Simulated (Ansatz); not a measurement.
Consider SiSe.

Input

```
crystal:
  lattice:
    - [3.5952, 0.0, 0.0]
    - [-1.7976, 3.11353, 0.0]
    - [0.0, 0.0, 3.59873]
  atoms:
    - { symbol: Si, position: [0.66667, 0.33333, 0.5] }
    - { symbol: Se, position: [0.0, 0.0, 0.0] }
kpoints:
  mp_grid: { grid: [9, 9, 7] }
scf:
  occupations: { method: fermi_dirac, width: 0.05 }
hamiltonian:
  xc: pbe
  pseudopotentials: { kind: all_electron, datasets: crystal }
output:
  forces: true
  stress: true
  eigenvalues: true
  dos: { projected: false, de: 0.1, e_range: [-20, 10] }
  elf: true
  volumetric_format: npy
```

Command:

```sh
ansatz run input.yaml --threads 1 --pin off --max-ram 3072MiB --backend cpu --events-out ev --progress --plain --runs-dir out
```

Below, planes, directions and counts refer to the conventional cell (a = 3.60 Å, b = 3.60 Å, c = 3.60 Å, α = 90.00°, β = 90.00°, γ = 120.00°).

Space group P-6m2; a generated structure, not necessarily the stable one.

Theory: Kohn-Sham DFT of a periodic cell, PBE, all-electron PAW datasets made for the crystal (Ansatz 0.2.0).

What will maps of the electron localisation function show?

Answer. Si–Se (2.75 Å): the ELF is about 0.60 at the midpoint.

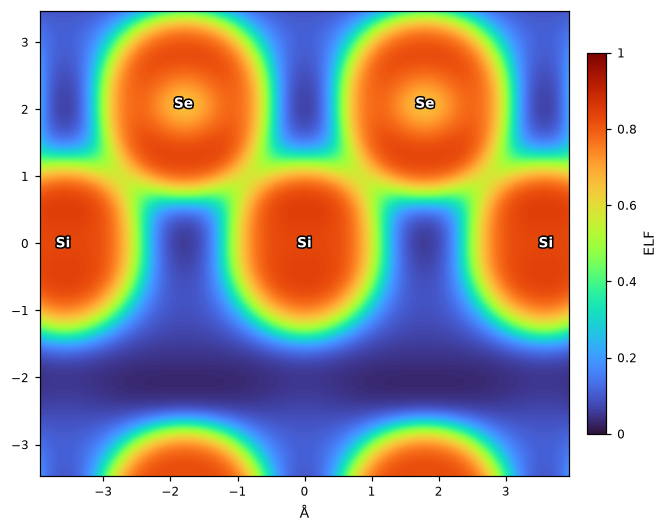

Computed electron localisation function on the (110) plane of the conventional cell. 

In a PAW calculation such maps are meaningful between the atoms, not at the nuclei.
